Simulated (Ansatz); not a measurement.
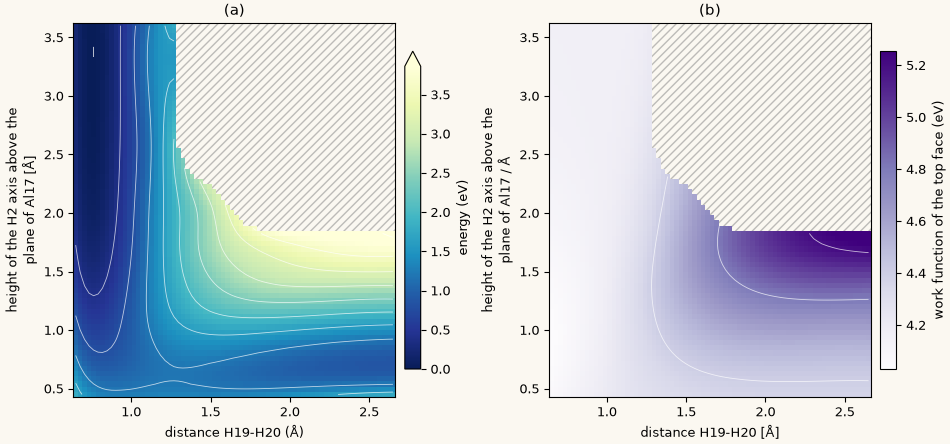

H₂ on an Al(101) slab cut from the P6_3/mmc phase, its upper half relaxed before the scan (18 atoms of substrate and one adsorbate in a 2 × 1 cell). H2 lies flat over one site of a rigid substrate while its bond length and height are varied; it sits over a bridge site, heights counted from the top plane, its axis along the first surface vector. Coordinates scanned: (1) distance H19-H20; (2) height of the H2 axis above the plane of Al17. The grid has 8 × 9 points. At 15 points there is no value (left out: too close to the surface, or the stretched molecule far from it). Points are written as (first, second). Energies: eV, counted from the lowest grid point. The calculation used DFT PBE, scalar-relativistic, plane waves, PAW in Ansatz 0.2.0. Settings: cutoff 420 eV, k-mesh 5×3×1, gaussian smearing 0.1 eV, no spin polarisation.

Panel (a) is the energy and panel (b) the computed work function of the top face on the same grid.

In the figure: a smooth colour map with a few white contour lines, one colour for all values above the top of the scale, hatched blanks where no value was computed. Between grid points the surface is interpolated.

Question: How does the work function of the top face vary over the map, and what is it at the lowest grid point?

Answer: Leaving out the highest fifth of the energies, it runs from 4.03 eV at (0.650 Å, 0.77 Å) to 4.67 eV at (2.650 Å, 1.09 Å). At the lowest grid point, (0.750 Å, 3.60 Å), it is 4.16 eV. That point lies on the edge of the scan.

```csv
"second ↓, first →",0.650,0.750,0.919,1.181,1.495,1.849,2.235,2.650
3.60,4.16,4.16,4.17,4.18,–,–,–,–
3.00,4.15,4.16,4.16,4.19,–,–,–,–
2.60,4.14,4.15,4.16,4.22,–,–,–,–
2.05,4.11,4.12,4.15,4.26,4.55,–,–,–
1.73,4.09,4.10,4.15,4.29,4.59,4.93,5.16,5.25
1.41,4.06,4.08,4.14,4.31,4.58,4.81,4.92,4.94
1.09,4.03,4.07,4.14,4.32,4.51,4.64,4.67,4.67
0.77,4.03,4.07,4.16,4.30,4.42,4.47,4.48,4.48
0.45,4.07,4.11,4.18,4.28,4.34,4.37,4.37,4.37
```

PAW datasets: the set soft_1.
